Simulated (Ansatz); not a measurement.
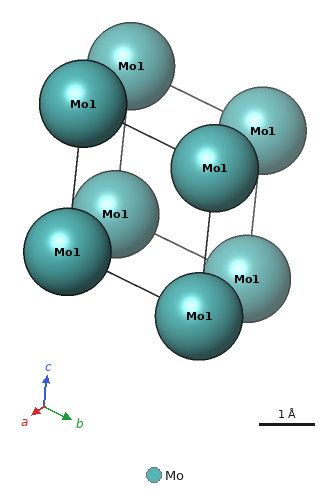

Fig. 1: The input geometry (spheres-only view of the reduced cell, seen slightly off an axis; atoms are numbered from 1 in the order of the input). An atom can appear more than once, as a periodic image.

Mo: geometry relaxation

- system: Mo (I4/mmm, 1 atom in the cell)
- method: DFT r2SCAN, scalar-relativistic, plane waves, PAW, no spin polarisation (Ansatz 0.2.0)

The structure derives from an entry of the Crystallography Open Database. It belongs to a series of runs on one base structure; here: film's bulk on the substrate's plane, third vector and atoms relaxed. Figures and captions count atoms from 1; the log counts them from 0 in places.

**Log**
```
Engine: ansatz 0.2.0, x86_64-unknown-linux-gnu
Pseudopotentials: kind: paw
Pseudopotential: Mo, paw, valence charge 14, recommended cutoff 500 eV (meta_gga), Mo.paw.azcp
Functional definition: r2SCAN
  parameter k0 = 0.174
  parameter k1 = 0.065
  parameter a1 = 4.9479
  exchange = r2scan_x(k0 = k0, k1 = k1, a1 = a1)
  correlation = r2scan_c
Crystal: 1 atoms, lattice volume = 15.705 Å³
Basis set: ecut = 500 eV, 381 PW (Γ), exchange–correlation on 96×96×80 points (64 copies of the dense FFT grid, shifted against one another)
Bands: 11, of which v1, the nominal top of the filled ones, is band 7 counted from 1 (6 counted from 0)
Symmetry: 16 space group operations
Space group: I4/mmm (ITA 139), of the structure as read, at distance tolerance 2.5e-5 Å
k-points: 252 of 2662
Non-local potential: Mo, projectors of the file, l = 0: 3, l = 1: 2, l = 2: 2, l = 3: 1
PAW form: soft (Blöchl's): semilocal exchange-correlation on the pseudo side does not see the compensation charge
PAW frozen core: Mo, regenerated for the run's functional (the file was generated under x = pbe(κ = 0.804, μ = 0.2195149727645171), c = pbe(β = 0.06672455060314922))
PAW one-centre angular grid: Mo, 590 points (default); XC on 160 Gauss nodes
Initial density: superposition of atomic densities (neutral atoms: chi_scale 0, normalization atom), corrected by the library's trained network
Initial wavefunctions: pseudopotential atomic-orbital guess
Functional: x = r2scan, c = r2scan; τ floored in thin density (d = 2e-4 eV/Å³)
SCF iter   1: F=—  HF=-4967.596774 eV  |F-HF|=—  |Δ(HF+E_count)|=         —  Δρ=9.82e-3  dr2=1.22e-2  dr2_τ=2.03e-2  ethr=1.77e-3  ⟨swp⟩=5.0  Hψ=16880  notcnv=0
preconditioner: auto → none  [metal: Δε(μ)=0.007 eV  Ē_g=8.756 eV  σ=0.100 eV  W_gap=0.04  n_scr=0 (ndim 8)  ℏωp=23.0 eV  f_vac=0.000  D(μ)=0.64/eV (n_scr^D=0)]
SCF iter   2: F=—  HF=-4967.595909 eV  |F-HF|=—  |Δ(HF+E_count)|=   8.65e-4  Δρ=3.23e-3  dr2=3.06e-4  dr2_τ=5.05e-4  ethr=8.73e-5  ⟨swp⟩=2.8  Hψ=6865  notcnv=0
SCF iter   3: F=—  HF=-4967.596171 eV  |F-HF|=—  |Δ(HF+E_count)|=   2.62e-4  Δρ=1.49e-3  dr2=6.45e-5  dr2_τ=1.64e-5  ethr=2.18e-6  ⟨swp⟩=1.1  Hψ=2856  notcnv=0
SCF iter   4: F=—  HF=-4967.596244 eV  |F-HF|=—  |Δ(HF+E_count)|=   7.30e-5  Δρ=6.00e-5  dr2=2.20e-7  dr2_τ=4.47e-8  ethr=4.61e-7  ⟨swp⟩=3.0  Hψ=4650  notcnv=0
iter 5 did not close the SCF: its close was put off for the readings that it lacked (scf_convergence_deferred on its scf_iter line)
SCF iter   5: F=-4967.596244 eV  HF=-4967.596244 eV  |F-HF|=1.54e-9  |Δ(HF+E_count)|=   5.27e-8  Δρ=8.24e-6  dr2=6.52e-9  dr2_τ=1.89e-9  ethr=1.57e-9  ⟨swp⟩=2.0  Hψ=4135  notcnv=0
SCF iter   6: F=-4967.596244 eV  HF=-4967.596244 eV  |F-HF|=8.82e-11  |Δ(HF+E_count)|=  5.75e-10  Δρ=1.61e-6  dr2=2.51e-10  dr2_τ=5.63e-11  ethr=4.66e-11  ⟨swp⟩=2.3  Hψ=9177  notcnv=0
SCF 1 converged in 6 iterations: F = -4967.596244 eV  dr2 = 2.51e-10
  greatest PAW one-centre occupation: 0.997 electrons in one spin orbital (limit 2), on the Mo atom at site 0 (counted from 0), in its partial waves of l = 0
relax step   1: F+E_penalty+E_count = -4967.59624360 eV  Δ(F+E_penalty+E_count) = +0.000e0 eV  max|allowed force component| = 0.000e0 eV/Å  Δτ_max = 0.0000 Å  P = -0.908 GPa  Ω = 15.705 Å³  fix = [a, b, gamma]  reactions: a -2.302, b -2.302 GPa  (6 SCF iters, dr2 threshold 1.00e-7 eV, accepted)
Crystal: 1 atoms, lattice volume = 15.899 Å³
Initial density: handed on by an earlier stage of this run
Initial wavefunctions: those handed on with the density
iter 1 solved again at ethr=6.61e-7 eV; its pass at ethr=3.10e-3 eV (dr2=9.26e-5 eV) is discarded
SCF iter   1: F=—  HF=-4967.589041 eV  |F-HF|=—  |Δ(HF+E_count)|=         —  Δρ=1.34e-3  dr2=1.11e-4  dr2_τ=4.50e-3  ethr=6.61e-7  ⟨swp⟩=2.6  Hψ=22123  notcnv=0
preconditioner: auto → none  [metal: Δε(μ)=0.024 eV  Ē_g=8.617 eV  σ=0.100 eV  W_gap=0.13  n_scr=0 (ndim 8)  ℏωp=22.8 eV  f_vac=0.000  D(μ)=0.63/eV (n_scr^D=0)]
SCF iter   2: F=—  HF=-4967.594758 eV  |F-HF|=—  |Δ(HF+E_count)|=   5.72e-3  Δρ=9.43e-4  dr2=5.86e-5  dr2_τ=9.10e-6  ethr=6.61e-7  ⟨swp⟩=2.0  Hψ=4553  notcnv=0
SCF iter   3: F=—  HF=-4967.594790 eV  |F-HF|=—  |Δ(HF+E_count)|=   3.14e-5  Δρ=5.27e-4  dr2=1.66e-5  dr2_τ=2.50e-6  ethr=4.19e-7  ⟨swp⟩=1.1  Hψ=2875  notcnv=0
SCF iter   4: F=—  HF=-4967.594807 eV  |F-HF|=—  |Δ(HF+E_count)|=   1.76e-5  Δρ=6.73e-5  dr2=6.46e-7  dr2_τ=1.86e-7  ethr=1.19e-7  ⟨swp⟩=2.0  Hψ=4198  notcnv=0
SCF iter   5: F=—  HF=-4967.594807 eV  |F-HF|=—  |Δ(HF+E_count)|=   1.63e-7  Δρ=3.00e-5  dr2=1.07e-7  dr2_τ=8.09e-9  ethr=4.61e-9  ⟨swp⟩=2.5  Hψ=4336  notcnv=0
SCF iter   6: F=-4967.594807 eV  HF=-4967.594807 eV  |F-HF|=2.23e-10  |Δ(HF+E_count)|=   7.94e-9  Δρ=4.76e-6  dr2=2.67e-9  dr2_τ=9.58e-11  ethr=7.14e-10  ⟨swp⟩=4.1  Hψ=9027  notcnv=0
SCF 2 converged in 6 iterations: F = -4967.594807 eV  dr2 = 2.67e-9
relax step   2: F+E_penalty+E_count = -4967.59480693 eV  Δ(F+E_penalty+E_count) = +1.437e-3 eV  max|allowed force component| = 0.000e0 eV/Å  Δτ_max = 0.0000 Å  P = -4.096 GPa  Ω = 15.899 Å³  energy of the carried Pulay correction = -9.402e-5 eV  fix = [a, b, gamma]  (6 SCF iters, dr2 threshold 1.00e-7 eV, rejected (line search))
Crystal: 1 atoms, lattice volume = 15.767 Å³
iter 1 solved again at ethr=2.37e-7 eV; its pass at ethr=3.10e-3 eV (dr2=3.32e-5 eV) is discarded
SCF iter   1: F=—  HF=-4967.593923 eV  |F-HF|=—  |Δ(HF+E_count)|=         —  Δρ=8.91e-4  dr2=4.45e-5  dr2_τ=2.06e-3  ethr=2.37e-7  ⟨swp⟩=2.7  Hψ=22061  notcnv=0
preconditioner: auto → none  [metal: Δε(μ)=0.025 eV  Ē_g=8.708 eV  σ=0.100 eV  W_gap=0.14  n_scr=0 (ndim 8)  ℏωp=22.9 eV  f_vac=0.000  D(μ)=0.67/eV (n_scr^D=0)]
SCF iter   2: F=—  HF=-4967.596541 eV  |F-HF|=—  |Δ(HF+E_count)|=   2.62e-3  Δρ=6.21e-4  dr2=2.32e-5  dr2_τ=3.72e-6  ethr=2.37e-7  ⟨swp⟩=2.1  Hψ=4568  notcnv=0
SCF iter   3: F=—  HF=-4967.596560 eV  |F-HF|=—  |Δ(HF+E_count)|=   1.82e-5  Δρ=3.04e-4  dr2=5.16e-6  dr2_τ=9.79e-7  ethr=1.66e-7  ⟨swp⟩=2.0  Hψ=3872  notcnv=0
SCF iter   4: F=—  HF=-4967.596565 eV  |F-HF|=—  |Δ(HF+E_count)|=   5.60e-6  Δρ=3.77e-5  dr2=2.15e-7  dr2_τ=6.27e-8  ethr=3.69e-8  ⟨swp⟩=2.1  Hψ=4209  notcnv=0
SCF iter   5: F=—  HF=-4967.596565 eV  |F-HF|=—  |Δ(HF+E_count)|=   2.05e-7  Δρ=1.47e-5  dr2=2.54e-8  dr2_τ=1.94e-9  ethr=1.53e-9  ⟨swp⟩=2.1  Hψ=4168  notcnv=0
SCF iter   6: F=—  HF=-4967.596565 eV  |F-HF|=—  |Δ(HF+E_count)|=   1.50e-9  Δρ=2.69e-6  dr2=8.29e-10  dr2_τ=4.49e-11  ethr=1.81e-10  ⟨swp⟩=2.6  Hψ=4572  notcnv=0
SCF iter   7: F=-4967.596565 eV  HF=-4967.596565 eV  |F-HF|=7.28e-12  |Δ(HF+E_count)|=  2.08e-10  Δρ=5.27e-7  dr2=2.93e-11  dr2_τ=2.50e-12  ethr=1.00e-12  ⟨swp⟩=3.1  Hψ=11110  notcnv=0
SCF 3 converged in 7 iterations: F = -4967.596565 eV  dr2 = 2.93e-11
relax step   3: F+E_penalty+E_count = -4967.59656539 eV  Δ(F+E_penalty+E_count) = -3.218e-4 eV  max|allowed force component| = 0.000e0 eV/Å  Δτ_max = 0.0000 Å  P = -1.938 GPa  Ω = 15.767 Å³  energy of the carried Pulay correction = -2.995e-5 eV  fix = [a, b, gamma]  reactions: a -2.888, b -2.888 GPa  (7 SCF iters, accepted)
Initial wavefunctions: pseudopotential atomic-orbital guess (no wavefunctions were taken with the density)
iter 1 solved again at ethr=1.63e-8 eV; its pass at ethr=3.10e-3 eV (dr2=2.28e-6 eV) is discarded
SCF iter   1: F=—  HF=-4967.596591 eV  |F-HF|=—  |Δ(HF+E_count)|=         —  Δρ=6.47e-5  dr2=1.44e-8  dr2_τ=3.49e-8  ethr=1.63e-8  ⟨swp⟩=3.3  Hψ=25410  notcnv=0
preconditioner: auto → none  [metal: Δε(μ)=0.024 eV  Ē_g=8.701 eV  σ=0.100 eV  W_gap=0.13  n_scr=0 (ndim 8)  ℏωp=22.9 eV  f_vac=0.000  D(μ)=0.67/eV (n_scr^D=0)]
SCF iter   2: F=—  HF=-4967.596592 eV  |F-HF|=—  |Δ(HF+E_count)|=   1.14e-6  Δρ=3.23e-5  dr2=3.47e-9  dr2_τ=4.31e-8  ethr=1.03e-10  ⟨swp⟩=2.1  Hψ=3902  notcnv=0
SCF iter   3: F=—  HF=-4967.596593 eV  |F-HF|=—  |Δ(HF+E_count)|=   5.35e-7  Δρ=8.61e-7  dr2=5.34e-11  dr2_τ=2.48e-11  ethr=2.48e-11  ⟨swp⟩=2.0  Hψ=3542  notcnv=0
SCF iter   4: F=-4967.596593 eV  HF=-4967.596593 eV  |F-HF|=7.28e-12  |Δ(HF+E_count)|=  1.66e-10  Δρ=2.64e-7  dr2=2.32e-12  dr2_τ=1.91e-12  ethr=1.00e-12  ⟨swp⟩=4.2  Hψ=9417  notcnv=0
SCF 4 converged in 4 iterations: F = -4967.596593 eV  dr2 = 2.32e-12
relax step   4: F+E_penalty+E_count = -4967.59659291 eV  Δ(F+E_penalty+E_count) = -2.752e-5 eV  max|allowed force component| = 0.000e0 eV/Å  Δτ_max = 0.0000 Å  P = -1.937 GPa  Ω = 15.767 Å³  fix = [a, b, gamma]  reactions: a -2.887, b -2.887 GPa  stress off target by 3.59e-2 GPa on what of the cell is left free  SCF on the basis re-selected at this cell (its energy is not comparable with the rows above)  (4 SCF iters)
```

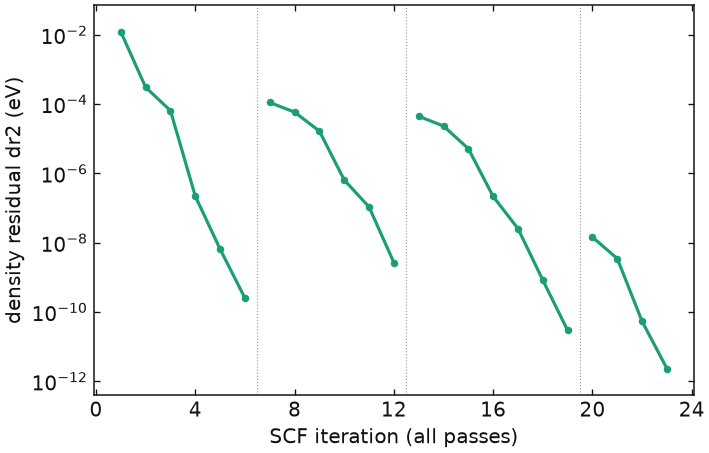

Fig. 2: Convergence of the self-consistent field: density residual dr2 against the SCF iteration. The dotted lines part the SCF passes of the relaxation: geometry steps, rejected trials and re-solves on a re-selected basis. The passes take 6, 6, 7 and 4 iterations.

```
basis re-selected at this cell: Δ(F+E_penalty+E_count) = -2.752e-5 eV, ΔP = +0.001 GPa vs the last step (what re-selecting the basis moved, of the pressure what is left beyond the Pulay correction that the steps carried, after the strain that the cell walked since its last selection, with what the two solves' SCF thresholds leave and, on support functions, any second-order correction that the steps lacked; it is no measure of the basis error at this ecutwfc). This SCF's stress stands 3.59e-2 GPa from its target on what of the cell is left free (relax.cell.stress_tol is 1.00e-1 GPa) and its largest allowed force component is 0.00e0 eV/Å (relax.f_tol is 1.00e-2 eV/Å): within both
SCF converged after 4 iterations
Free energy (F): -4967.596593 eV
Harris-Foulkes:  -4967.596593 eV  (|F-HF|=7.28e-12)
Internal energy: -4967.593254 eV  (E = F + TS)
E sigma→0 (E₀):  -4967.594923 eV
Entropy (-TS):   -0.003339 eV (-3.339 meV/atom)
Fermi energy:    20.754922 eV
--- Per-component energies (eV) ---
  E_band       = -70.499997
  E_kinetic    = 439.487975
  E_local      = -787.194223  (includes V_loc(G=0)·N_el)
  E_nonlocal   = 142.058902
  E_hartree    = 259.341015
  E_xc         = -178.448035
  E_vxc        = -256.173671  (∫ρ·V_xc dr)
  E_paw        = -3217.087534  (= ΣΔE_a)
  E_vpaw       = -144.330118  (= ΣTr[D̂ρ^β])
  E_aug_tail   = 0.000003  (compensation charges beyond the density's cutoff)
  E_vtau       = 16.969107  (kinetic-family band-sum trace: ∫τ·v_τ [+ j·A + Jᵃ·Aᵃ] dr)
  E_ewald      = -1625.530154
  E_core_change = -0.221204  (= ΣΔE_core)
  E_smearing   = -0.003339  (= −TS)
  E_closure    = 0.000000  (closes the sum)
  Σ components = -4967.596593   (vs F -4967.596593, Δ=0.00e0)
--- Forces (eV/Å), atoms counted from 1 ---
  atom   1  Mo     0.00000000     0.00000000    -0.00000000
  max |Σ_I F_I| component: 4.93e-32 eV/Å
--- Stress (GPa, compression-positive) ---
       -2.887157      -0.000000       0.000000
       -0.000000      -2.887157       0.000000
        0.000000       0.000000      -0.035877
  P = ⅓ Tr σ = -1.9367 GPa (-19.367 kbar)
--- Band table (eV; the first three rows and the last of 252) ---
  k-point 0: bands = ["-42.4163", "-14.8948", "-14.8948", "-14.8919", "13.2235", "19.3623", "19.4672", "19.4672", "22.6620", "22.7962", "36.0891"]
  k-point 1: bands = ["-42.4051", "-14.9367", "-14.9142", "-14.9142", "13.4166", "19.4467", "19.4480", "19.4480", "22.5387", "22.7567", "36.4121"]
  k-point 2: bands = ["-42.3728", "-15.0608", "-14.9714", "-14.9714", "13.9689", "19.4165", "19.4165", "19.6971", "21.8420", "23.0267", "36.9590"]
  k-point 251: bands = ["-42.1334", "-16.3434", "-15.3574", "-14.9215", "15.3978", "17.4729", "21.6065", "22.4467", "24.0927", "25.6576", "32.8162"]
--- Relaxed structure (3 steps of the walk, 2 accepted, 1 SCFs on fresh bases) ---
  F+E_penalty+E_count = -4967.59659291 eV   max|allowed force component| = 0.000e0 eV/Å   (the final SCF, on the basis selected at the relaxed cell)
  cell:  # Å, volume = 15.7669 Å³
    - [3.1683686574, -2.2565016095536765e-112, -3.045807900302345e-34]
    - [-2.2565016095536765e-112, 3.1683686574, -1.218323160120938e-34]
    - [1.5841843287, -1.5841843287, 1.5706341579065122]
  atoms:
    - { symbol: Mo, position: [0.0, 0.0, 0.0] }
```

**Trajectory as extended XYZ (Å, eV, eV/Å), 4 frames, from step=1 to step=4**
```
1
Lattice="3.1684 0.0000 0.0000 0.0000 3.1684 0.0000 1.5842 -1.5842 1.5645" Properties=species:S:1:pos:R:3:forces:R:3 step=1 energy=-4967.59624 pressure_GPa=-0.91
Mo    0.0000    0.0000    0.0000    0.0000   0.0000   0.0000
1
Lattice="3.1684 0.0000 0.0000 0.0000 3.1684 0.0000 1.5842 -1.5842 1.5838" Properties=species:S:1:pos:R:3:forces:R:3 step=2 energy=-4967.59481 pressure_GPa=-4.10 accepted=F
Mo    0.0000    0.0000    0.0000    0.0000   0.0000   0.0000
1
Lattice="3.1684 0.0000 0.0000 0.0000 3.1684 0.0000 1.5842 -1.5842 1.5706" Properties=species:S:1:pos:R:3:forces:R:3 step=3 energy=-4967.59656 pressure_GPa=-1.94
Mo    0.0000    0.0000    0.0000    0.0000   0.0000   0.0000
1
Lattice="3.1684 0.0000 0.0000 0.0000 3.1684 0.0000 1.5842 -1.5842 1.5706" Properties=species:S:1:pos:R:3:forces:R:3 step=4 energy=-4967.59659 pressure_GPa=-1.94
Mo    0.0000    0.0000    0.0000    0.0000   0.0000   0.0000
```

The run was set up as follows.

**Input file**
```yaml
crystal:
  lattice:
    - [3.1683686574, 0.0, 0.0]
    - [0.0, 3.1683686574, 0.0]
    - [1.5841843287, -1.5841843287, 1.5645148074]
  atoms:
    - { symbol: Mo, position: [0.0, 0.0, 0.0] }
basis:
  ecutwfc: 500
kpoints:
  mp_grid: { grid: [11, 11, 22] }
hamiltonian:
  xc: r2scan
scf:
  occupations: { method: gaussian, width: 0.1 }
output:
  forces: true
  stress: true
  eigenvalues: true
relax:
  adjacent_minimum: "off"
  f_tol: 0.01
  max_steps: 50
  cell: { fix: [a, b, gamma], stress_tol: 0.1 }
```

Run as:
```bash
ansatz run input.yaml --threads 4 --pin off --max-ram 10240MiB --backend cpu --events-out ev --progress --plain --runs-dir out
```

**Results in brief**

```tsv
quantity	value
outcome	converged
space group (tolerance 0.01 Å)	I4/mmm (139)
electrons treated	14
free energy	−4967.5966 eV
Fermi energy	20.755 eV
gap on the k-point mesh	none (metallic)
pressure	−1.94 GPa
final volume	15.77 Å³
largest force (length of the vector) at the end	under 0.001 eV/Å
final cell	a = 3.168 Å, b = 3.168 Å, c = 2.736 Å, α = 125.38°, β = 54.62°, γ = 90.00°
hardware	4 threads of Intel Xeon @ 2.50GHz (Skylake/Cascade Lake), 32 GiB of memory available, shared host
wall time	9.1 s (CPU time 33 s)
peak memory	0.48 GiB
```
